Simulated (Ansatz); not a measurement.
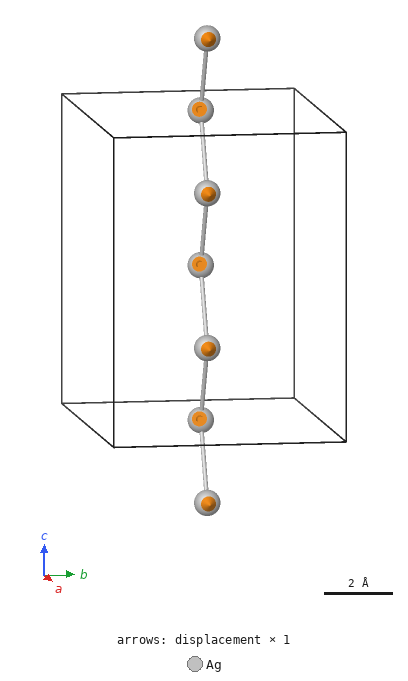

This is a relaxation of a wire of composition Ag. The starting structure is drawn; orange arrows show the displacements (the part carried along by the change of the cell is left out), at their true length.

The picture is a ball-and-stick view of the 2 repeat of the cell, with the vacuum cut short, seen from a free direction.

Case: zigzag chain of atoms.

Theory: DFT PBEsol, scalar-relativistic, plane waves, PAW (Ansatz). (plane-wave cutoff 420 eV; k-point mesh 1 × 1 × 14; occupations gaussian; smearing width 0.05 eV; collinear spin; cell relaxed at fixed a, b, alpha, beta, gamma; force threshold 0.01 eV/Å; at most 45 steps)

### What did the optimiser do to the structure, and how much energy did it gain?

The largest moves relative to the layer's centre, 0.59 Å, are those of Ag atoms. Along the periodic axis the drawn cell goes c 9.289 → 5.361 Å (−42.3 %). Some distances before and after: Ag–Ag 4.644 → 2.680 Å, Ag–Ag 2.596 → 2.690 Å. New bonds form: Ag–Ag (4.64 → 2.68 Å). Bond angles that change, for instance: Ag–Ag–Ag 126.9° → 59.8°. Over 12 accepted moves (14 points after the start) the energy falls by 0.803 eV per cell of the calculation. The largest force component goes from 0.013 to 0.00068 eV/Å. The line search rejected the trial step at point 10 of the run. The SCF was repeated once at an unchanged geometry on a basis and grid sized afresh for the cell, which shifted the energy by 2.1 meV per cell of the calculation at most. The program noted that the starting moments weren't kept. The run may lie on a higher electronic state than the lowest, so the end point isn't shown to be the ground-state structure.

Limits of the set-up: the k-point mesh is coarse for a cell with partly filled bands.
